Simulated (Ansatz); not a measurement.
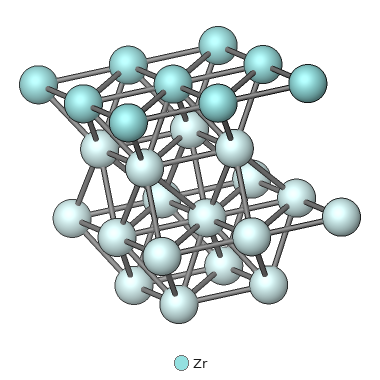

The system is N₂ on a Zr(001) slab cut from the P6_3/mmc phase, its upper half relaxed before the scan (16 atoms of substrate and one adsorbate in a 2 × 2 cell); the picture shows it without the atoms that are moved over the map. N2 is moved over the surface cell at a fixed height above a rigid substrate; the origin of the map has the adsorbate above Zr13; the height is held at 3.00 Å. Places are given modulo a cell vector. The map is drawn in real space over the plane of the surface. Grid: 6 × 6 points; 10 points were computed and 26 follow by symmetry. Places are given in fractions of the 1 × 1 surface cell. All energies are given in meV relative to the lowest grid point. At a fixed height the lowest place need not be the adsorption site. Level of theory: DFT PBE+D3(BJ), scalar-relativistic, plane waves, PAW in Ansatz 0.2.0. Settings: cutoff 420 eV, k-mesh 6×6×1, gaussian smearing 0.1 eV, no spin polarisation.

Range: position of N17 along the first surface vector from 0.000 to 0.833; position of N17 along the second surface vector from 0.000 to 0.833.

### Predict the map.

The lowest grid point is at the top site over a surface Zr atom, (0/6, 0/6) of the cell vectors. It is the only kind of minimum in the scanned range. The highest grid point, a threefold hollow, (4/6, 2/6) of the cell vectors, lies 201 meV above the lowest. On the interpolated surface the easiest way out of the lowest well to its copy in the next cell or period passes a barrier of about 158 meV.

```
second ↓, first →  0/6  1/6  2/6  3/6  4/6  5/6
              5/6   39   94  151  151   94   39
              4/6  119  151  168  151  119  104
              3/6  161  151  151  161  173  173
              2/6  119   94  119  173  201  173
              1/6   39   39  104  173  173  104
              0/6    0   39  119  161  119   39
```

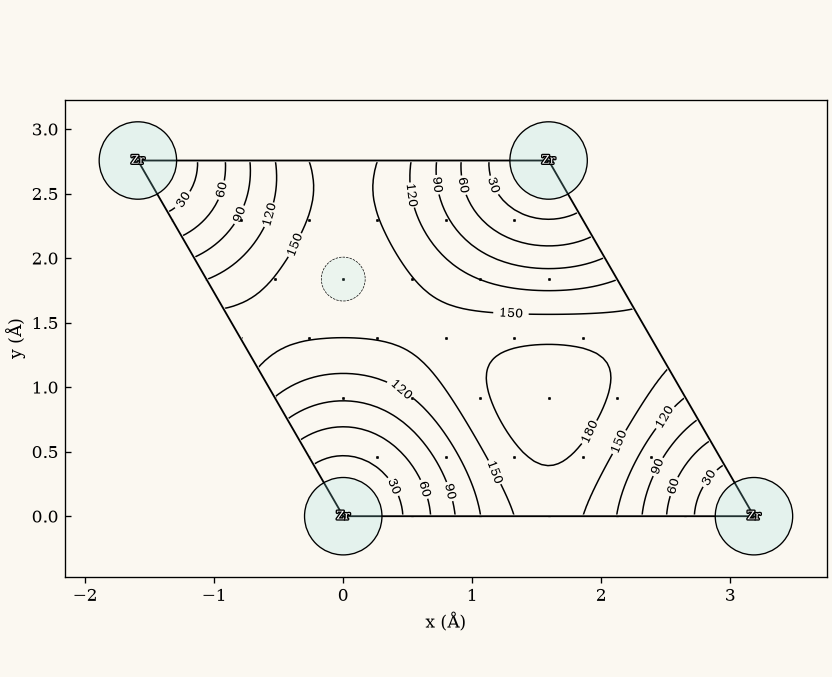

In the figure: contour lines labelled in meV, dots at the grid points, labelled circles for the atoms of the top layer and small ones for the second layer, the outline of one cell of the plane. Between grid points the surface is interpolated.

Time for the 10 points that were run: 4.3 min on 4 threads of Intel(R) Xeon(R) 6975P-C (Granite Rapids), with other jobs on the host.
